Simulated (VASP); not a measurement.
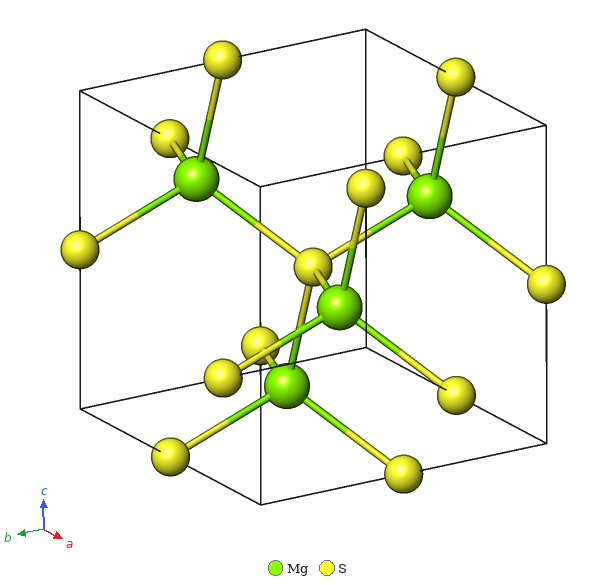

The image is a ball-and-stick drawing of a crystal, viewed from a general direction. The edges of the drawn cell (a repeat of the simulation cell) are marked.

MgS, a = 5.65 Å, b = 5.65 Å, c = 5.65 Å, α = 90.19°, β = 90.19°, γ = 90.19°.

Calculation details: DFT, r2SCAN, plane waves, PAW (VASP); plane waves up to 520 eV, k-points about 0.24 Å⁻¹ apart, Gaussian smearing of 0.01 eV.

**What does the calculation say: metal or gapped?**

An insulator at this level, with a gap of 4.14 eV, direct.

**Which way would the volume go on relaxing?**

The computed pressure is 0.0 GPa, close to zero.

Origin of the cell: a structure type filled with these elements by a generator (whether the compound takes this form wasn't checked). The cell was then strained or its atoms displaced on purpose. An electronic-structure calculation with VASP was run on it.
